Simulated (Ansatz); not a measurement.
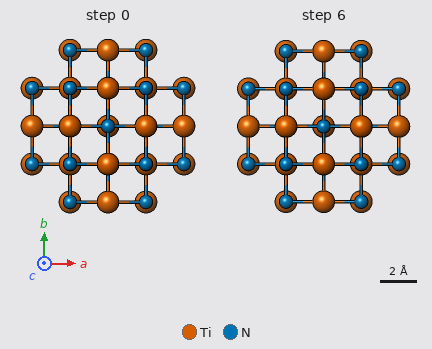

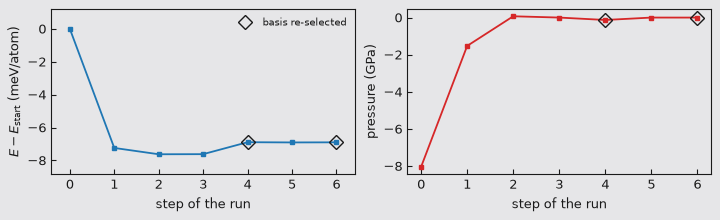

First and last geometry of a relaxation of crystalline TiN (set up in Fm-3m), with the history of the run. The picture is a ball-and-stick view of the conventional cell (4 times the calculation's cell), seen along the c axis. Lengths and directions refer to the drawn axes.

Theory: DFT PBEsol, scalar-relativistic, plane waves, PAW (Ansatz 0.2.0). Settings: plane-wave cutoff 420 eV; k-point mesh 18 × 18 × 18; occupations gaussian; smearing width 0.1 eV; no spin polarisation; cell and atoms relaxed; force threshold 0.005 eV/Å; at most 80 steps.

> Read the history and describe the run.

It converged. The energy falls by 6.9 meV per atom in 4 accepted moves (6 points after the start). All forces vanish by symmetry, so only the cell relaxes. The pressure goes from −8.04 to 0.00 GPa. The SCF was repeated twice at an unchanged geometry on a basis and grid sized afresh for the cell, which shifted the energy by 0.7 meV per atom at most. The atoms keep their places relative to the cell (all moves are under 0.005 Å). The drawn cell changes as follows: a = b = c 4.244 → 4.204 Å (−0.9 %); the volume changes by −2.8 %. Some distances before and after: Ti–Ti 3.001 → 2.973 Å, N–Ti 2.122 → 2.102 Å. The space group stays Fm-3m (No. 225). Cost: 13 s on 2 threads of Intel(R) Xeon(R) Platinum 8259CL CPU @ 2.50GHz (Skylake/Cascade Lake) (shared host), peak memory 0.43 GiB.
